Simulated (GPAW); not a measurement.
# ZnS (F-43m): refractive index against wavelength

The refractive index of ZnS (F-43m) below the direct gap (2.10 eV on the mesh) is read from one computed spectrum, n = √(Re ε).

The structure is cubic, space group F-43m (No. 216). The conventional cell has a = 5.404 Å, b = 5.404 Å, c = 5.404 Å, α = 90.00°, β = 90.00°, γ = 90.00°. Zn on site c is surrounded by 4 S at 2.34 Å. S on site a is surrounded by 4 Zn at 2.34 Å.

Method: GPAW 26.7.0, PBE, RPA, k-mesh 13×13×13, local fields up to 70 eV, Lorentzian half width 0.12 eV.

Launch of the response step: `OMP_NUM_THREADS=1 python df.py`. The run took 3.4 min, its band step included, on 1 thread of Arm Neoverse V1, with other jobs on the host.

| wavelength (nm) | photon energy E (eV) | n |
| --- | --- | --- |
| 3000 | 0.413 | 2.3673 |
| 2000 | 0.620 | 2.3748 |
| 1550 | 0.800 | 2.3841 |
| 1310 | 0.946 | 2.3937 |
| 1064 | 1.165 | 2.4121 |
| 850 | 1.459 | ? |

In the single-oscillator model n² − 1 = E₀E_d/(E₀² − E²), so 1/(n² − 1) = E₀/E_d − E²/(E₀E_d) is linear in E².

Working, on the rows shown:

| x = E² (eV²) | y = 1/(n² − 1) |
| --- | --- |
| 0.170801 | 0.217197 |
| 0.384302 | 0.215532 |
| 0.639837 | 0.213496 |
| 0.895757 | 0.211425 |
| 1.35784 | 0.207545 |

Means: x̄ = 0.68971, ȳ = 0.21304. Σ(x − x̄)(y − ȳ) = -0.006945, Σ(x − x̄)² = 0.8539. Slope = -0.006945 / 0.8539 = -0.008133; intercept = ȳ − slope · x̄ = 0.21865. Turned back into n, the line misses the rows shown by at most 0.00029.

**Question.** What does the fit predict for the withheld row, and how well does it do?

**Answer.** At x = 2.1276 the line gives y = 0.20134, that is 2.4427. The run gave 2.4460, so the extrapolation is off by 0.0033, 4 % of the range in the table.

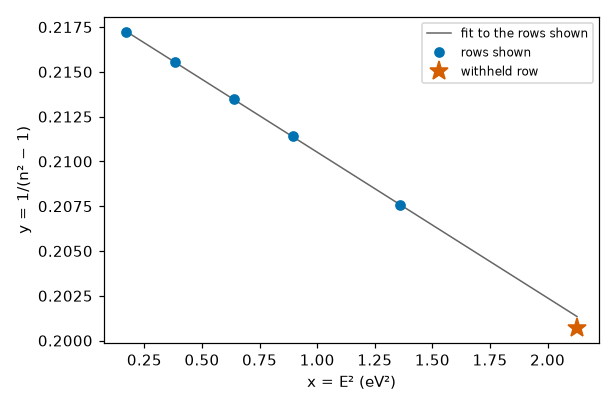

Refitted with all rows, the slope is -0.00844 and the intercept 0.21882. These give E₀ = √(intercept/−slope) = 5.09 eV and E_d = E₀/intercept = 23.3 eV; E₀ is 2.4 times the direct gap. The electronic limit at long wavelengths, without lattice vibrations, is n = √(1 + 1/intercept) = 2.360. The cell comes from an older database entry, whose edges can be off by a per cent or so. Excitons are left out; PBE gaps are as a rule too small. The values come from a sum over the points of one k-mesh and carry its error, which grows as the direct gap shrinks.
